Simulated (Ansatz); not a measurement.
# Calculations on Mg$_{12}$H

## 1. Relaxation

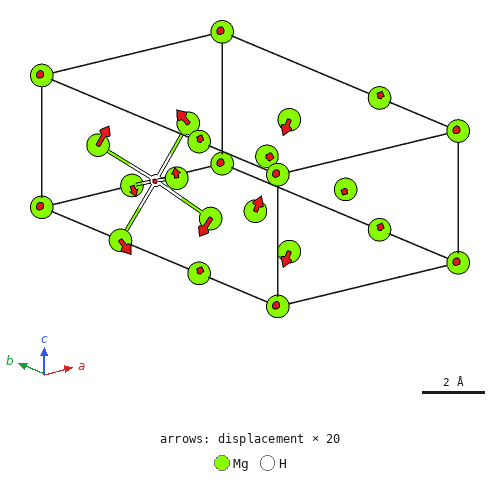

This is a relaxation of a defect cell of composition Mg12H. The starting structure is drawn; red arrows show the displacements, magnified 20 times.

A ball-and-stick model of the cell of the calculation, seen from a free direction.

It is an interstitial H in hcp Mg. The run prepares the start of a later molecular dynamics calculation, from a guessed geometry.

These are results of DFT PBE, scalar-relativistic, plane waves, PAW (Ansatz), not measurements.

Input
```yaml
accuracy: low
crystal:
  lattice:
    - [6.42, 0.0, 0.0]
    - [-4.815, 8.339825, 0.0]
    - [0.0, 0.0, 5.21304]
  atoms:
    - { symbol: Mg, position: [0.0, 0.0, 0.0] }
    - { symbol: Mg, position: [0.1666667, 0.2222222, 0.5] }
    - { symbol: Mg, position: [0.0, 0.3333333, 0.0] }
    - { symbol: Mg, position: [0.1666667, 0.5555556, 0.5] }
    - { symbol: Mg, position: [0.0, 0.6666667, 0.0] }
    - { symbol: Mg, position: [0.1666667, 0.8888889, 0.5] }
    - { symbol: Mg, position: [0.5, 0.0, 0.0] }
    - { symbol: Mg, position: [0.6666667, 0.2222222, 0.5] }
    - { symbol: Mg, position: [0.5, 0.3333333, 0.0] }
    - { symbol: Mg, position: [0.6666667, 0.5555556, 0.5] }
    - { symbol: Mg, position: [0.5, 0.6666667, 0.0] }
    - { symbol: Mg, position: [0.6666667, 0.8888889, 0.5] }
    - { symbol: H, position: [0.3455285, 0.7810636, 0.2532017] }
basis:
  ecutwfc: 420.0
kpoints:
  mp_grid: { grid: [2, 2, 2] }
hamiltonian:
  xc: pbe
scf:
  occupations: { method: fermi_dirac, width: 0.05 }
  lower_state_search: "off"
relax:
  f_tol: 0.08
  max_steps: 25
  adjacent_minimum: "off"
```

Launched with:
```bash
ansatz run input.yaml --threads 1 --pin off --max-ram 3072MiB --backend cpu --events-out ev --progress --plain --runs-dir out
```

Atoms of which element are displaced furthest, and by how much?

Magnesium: up to 0.045 Å, against 0.007 Å for hydrogen.

Describe the change and its energy.

The largest move is that of Mg6, 0.045 Å roughly along [1 0 3]. Largest moves by element: Mg 0.045 Å, H 0.007 Å. The cell stays as it was. Among the contacts that change: Mg12–H13 2.201 → 2.213 Å, Mg11–H13 2.243 → 2.254 Å, Mg6–H13 2.290 → 2.295 Å. After 1 accepted move (2 points after the start) the energy has fallen by 23.9 meV per cell of the calculation. Largest force component: 0.17 eV/Å at the start, 0.039 eV/Å at the end. The line search rejected the trial step at point 1 of the run. The run took 11 s on 1 thread of Intel(R) Xeon(R) Platinum 8488C (Sapphire Rapids), with other jobs on the host, peak memory 0.57 GiB.

Limits of the set-up: the k-point mesh is coarse for a cell with partly filled bands; the program's low-accuracy preset was used; the periodic images lie only 5.2 Å apart, so the values are limited by the cell's size.

## 2. Dynamics

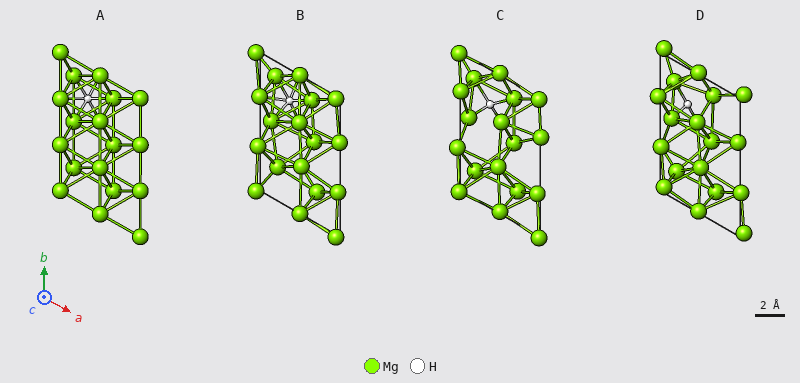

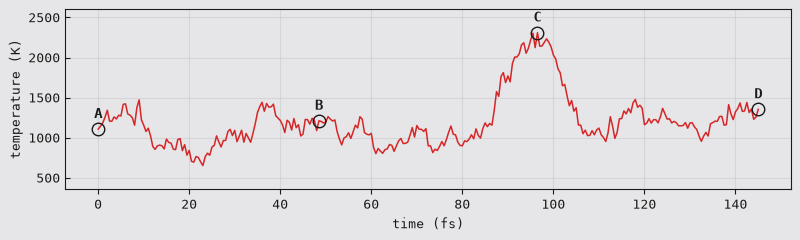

A Born-Oppenheimer molecular dynamics run of Mg with an interstitial H (13 atoms in the cell), 145 fs long. Frames (A at 0 fs, B at 48 fs, C at 96 fs, D at 145 fs) and the history of the run. A ball-and-stick model of the simulation cell, seen along the c axis. Bonds to atoms that aren't drawn are left out.

Method: DFT PBE, scalar-relativistic, plane waves, PAW (Ansatz 0.2.0). Settings: plane-wave cutoff 420 eV; k-point mesh 2 × 2 × 2; Fermi-Dirac smearing 0.05 eV; low-accuracy preset; Langevin thermostat (NVT); set temperature 1200 K; time step 0.5 fs; friction 0.05 per fs.

Input
```yaml
accuracy: low
crystal:
  lattice:
    - [6.42, 0.0, 0.0]
    - [-4.815, 8.339825, 0.0]
    - [0.0, 0.0, 5.21304]
  atoms:
    - { symbol: Mg, position: [0.00109052, 0.0018016, -0.0006639] }
    - { symbol: Mg, position: [0.16860382, 0.222375, 0.50530937] }
    - { symbol: Mg, position: [0.00075925, 0.333348, 0.00252792] }
    - { symbol: Mg, position: [0.16803597, 0.55703551, 0.50270881] }
    - { symbol: Mg, position: [0.0020633, 0.66591718, -0.00566902] }
    - { symbol: Mg, position: [0.16837897, 0.8877947, 0.50776704] }
    - { symbol: Mg, position: [0.49912775, -0.00154719, -0.00297517] }
    - { symbol: Mg, position: [0.66598227, 0.22236802, 0.4977758] }
    - { symbol: Mg, position: [0.49802349, 0.33319667, -0.00552744] }
    - { symbol: Mg, position: [0.66661193, 0.55391612, 0.50078811] }
    - { symbol: Mg, position: [0.49854955, 0.6680089, -0.00749628] }
    - { symbol: Mg, position: [0.66405227, 0.88945936, 0.5056863] }
    - { symbol: H, position: [0.34424962, 0.78072316, 0.25297017] }
basis:
  ecutwfc: 420.0
kpoints:
  mp_grid: { grid: [2, 2, 2] }
hamiltonian:
  xc: pbe
scf:
  occupations: { method: fermi_dirac, width: 0.05 }
  lower_state_search: "off"
md:
  timestep: 0.5
  n_steps: 290
  ensemble: nvt_langevin
  temperature: 1200.0
  initial_velocities: maxwell_boltzmann
  seed: 643098
  friction: 0.05
```

Command:
```bash
ansatz run input.yaml --threads 1 --pin off --max-ram 3072MiB --backend cpu --events-out ev --progress --plain --runs-dir out
```

Question: Describe the run.

Answer: The mean temperature in the second half is 1336 K (standard deviation 376 K). The potential energy in the second half lies on average 122 meV per atom above the first frame. Root-mean-square distances from the starting positions over the second half, with the common drift of all atoms taken out: H 0.45 Å, Mg 0.33 Å. That is small against the typical shortest distance between atoms in the first frame, about 3.1 Å: the atoms vibrate about their sites and the arrangement holds.

Limits of the set-up: the k-point mesh is coarse for a cell with partly filled bands; the program's low-accuracy preset was used; the periodic images lie only 5.2 Å apart, so the values are limited by the cell's size.

Cost: 15 min on 1 thread of Intel(R) Xeon(R) Platinum 8488C (Sapphire Rapids), with other jobs on the host, peak memory 0.72 GiB.

## 3. Dynamics

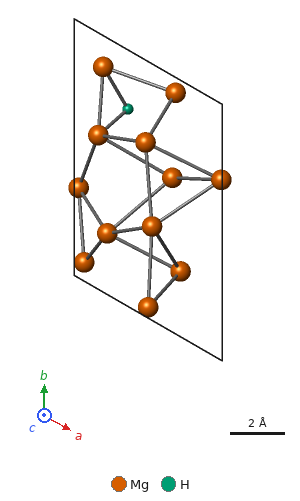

Starting frame of a dynamics run of Mg with an interstitial H (13 atoms in the cell). It starts from the last geometry of an earlier run, with fresh velocities. A ball-and-stick model of the simulation cell, seen along the c axis. Bonds to atoms that aren't drawn are left out.

Computed with Ansatz 0.2.0, DFT PBE, scalar-relativistic, plane waves, PAW.

Input
```yaml
accuracy: low
crystal:
  lattice:
    - [6.42, 0.0, 0.0]
    - [-4.815, 8.339825, 0.0]
    - [0.0, 0.0, 5.21304]
  atoms:
    - { symbol: Mg, position: [0.06397565, 0.06925679, 0.05953435] }
    - { symbol: Mg, position: [0.21994598, 0.23448758, 0.49640525] }
    - { symbol: Mg, position: [0.02663555, 0.34754782, 0.01996938] }
    - { symbol: Mg, position: [0.15939337, 0.59695132, 0.44484752] }
    - { symbol: Mg, position: [-0.01010564, 0.69958145, -0.09264232] }
    - { symbol: Mg, position: [0.19257504, 0.87414516, 0.44537126] }
    - { symbol: Mg, position: [0.49590935, 0.03822757, -0.04339959] }
    - { symbol: Mg, position: [0.71440871, 0.25074663, 0.46932487] }
    - { symbol: Mg, position: [0.52183887, 0.36188954, -0.05303385] }
    - { symbol: Mg, position: [0.65864929, 0.59726933, 0.38702486] }
    - { symbol: Mg, position: [0.47807965, 0.6748657, -0.05944261] }
    - { symbol: Mg, position: [0.68090585, 0.935794, 0.57211589] }
    - { symbol: H, position: [0.35919461, 0.76494934, 0.20341701] }
basis:
  ecutwfc: 420.0
kpoints:
  mp_grid: { grid: [2, 2, 2] }
hamiltonian:
  xc: pbe
scf:
  occupations: { method: fermi_dirac, width: 0.05 }
  lower_state_search: "off"
md:
  timestep: 0.5
  n_steps: 300
  ensemble: nve
  temperature: 1680.0
  initial_velocities: maxwell_boltzmann
  seed: 494796
```

Run as
```bash
ansatz run input.yaml --threads 1 --pin off --max-ram 3072MiB --backend cpu --events-out ev --progress --plain --runs-dir out
```

Question: Predict how the run goes.

Answer: The mean temperature in the second half is 1559 K (standard deviation 270 K). The potential energy is still drifting at the end, so the run hasn't reached equilibrium. The potential energy in the second half lies on average 14.4 meV per atom above the first frame. In the second half of the run the atoms are, in the root-mean-square, this far from where they began (common drift taken out): H 2.76 Å, Mg 0.62 Å. Against the typical shortest distance between atoms in the first frame, about 2.8 Å these are large excursions, but over 150 fs one can't yet tell strong vibration from the start of diffusion. 1 of the 13 free atoms end more than three quarters of that spacing from the start. The total energy stays between −0.041 and 0.039 meV per atom of its start. A straight-line fit has a slope that amounts to +0.0006 meV per atom over 150 fs (under 0.1 % of the mean kinetic energy), and the ripple about it is under 0.1 % of the kinetic energy's fluctuation. With a drift under 2 % and a ripple under 7 %, the integration is accurate.

Along the run (each row but the first and the last is the mean over the interval that it begins):

```json
{"time (fs)": "0.0", "potential energy (meV/atom)": "0.0", "T (K)": "1680"}
{"time (fs)": "18.5", "potential energy (meV/atom)": "47.7", "T (K)": "1280"}
{"time (fs)": "37.0", "potential energy (meV/atom)": "32.9", "T (K)": "1404"}
{"time (fs)": "55.5", "potential energy (meV/atom)": "21.2", "T (K)": "1503"}
{"time (fs)": "74.0", "potential energy (meV/atom)": "50.7", "T (K)": "1255"}
{"time (fs)": "92.5", "potential energy (meV/atom)": "31.0", "T (K)": "1420"}
{"time (fs)": "111.0", "potential energy (meV/atom)": "-19.6", "T (K)": "1844"}
{"time (fs)": "129.5", "potential energy (meV/atom)": "-6.5", "T (K)": "1735"}
{"time (fs)": "148.0", "potential energy (meV/atom)": "34.1", "T (K)": "1394"}
```

The paths of the atoms:

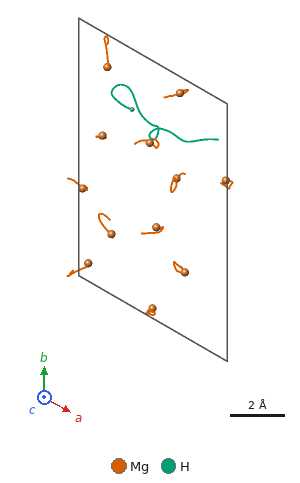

Limits of the set-up: the k-point mesh is coarse for a cell with partly filled bands; the program's low-accuracy preset was used; the periodic images lie only 5.2 Å apart, so the values are limited by the cell's size.
